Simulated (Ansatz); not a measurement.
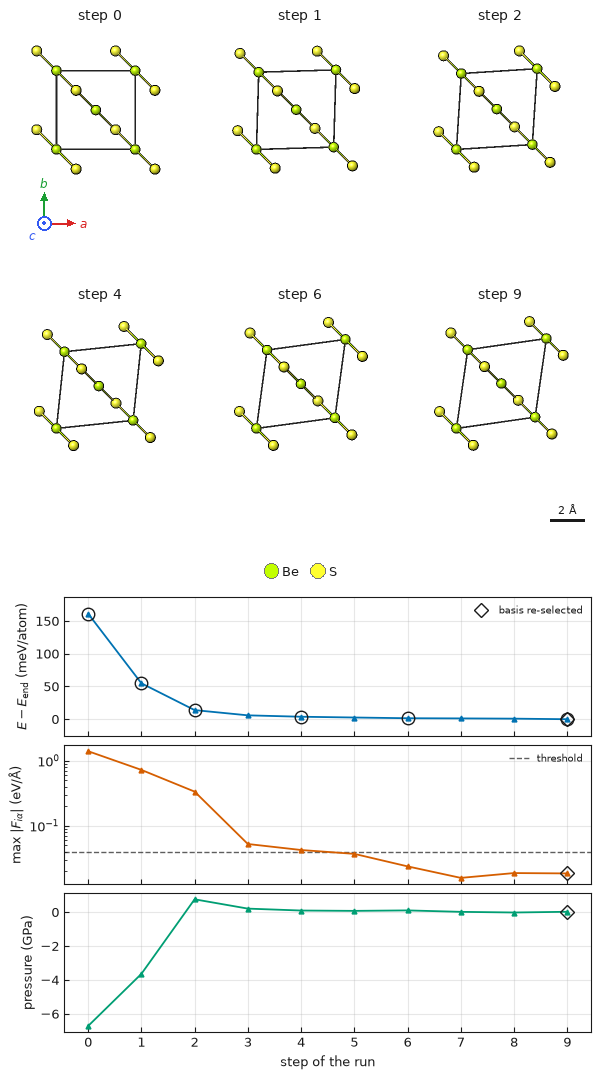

Frames of a relaxation of crystalline BeS (a generated structure, set up in Cmme) (coarse preliminary run), marked on the history of the run. The picture is a ball-and-stick view of the cell of the calculation, seen along the c axis.

Method: DFT PBE, scalar-relativistic, plane waves, PAW (Ansatz). Settings: plane-wave cutoff 420 eV; k-point mesh 4 × 4 × 4; occupations gaussian; smearing width 0.1 eV; no spin polarisation; cell and atoms relaxed; force threshold 0.04 eV/Å; at most 70 steps.

**What happens along the run?**

Over 8 accepted moves (9 points after the start) the energy falls by 161 meV per atom. Largest force component: 1.4 eV/Å at the start, 0.019 eV/Å at the end. Pressure: −6.71 GPa at the start and 0.03 GPa at the end. The SCF was repeated once at an unchanged geometry on a basis and grid sized afresh for the cell, which shifted the energy by 0.9 meV per atom at most. The largest moves relative to the cell, 0.049 Å, are those of S atoms. Be stays in place. The drawn cell changes as follows: a = b 4.704 → 4.745 Å (+0.9 %), c 4.704 → 5.210 Å (+10.7 %), γ 90.0° → 73.7°; the volume changes by +8.1 %. Near-neighbour distances that change, for instance: Be–S 2.037 → 1.896 Å. Among the angles between lasting bonds that change: Be–S–Be 109.5° → 97.2°. The space group stays Cmme (No. 67). From step 0 to 1: volume −4.3 %, energy −106 meV per atom. From step 1 to 2: volume −4.1 %, energy −41.0 meV per atom. From step 2 to 4: S atoms move most (0.06 Å), volume +2.8 %, energy −10.1 meV per atom. From step 4 to 6: S atoms move most (0.05 Å), volume +9.4 %, energy −2.3 meV per atom. From step 6 to 9: S atoms move most (0.04 Å), volume +4.7 %, energy −1.5 meV per atom.
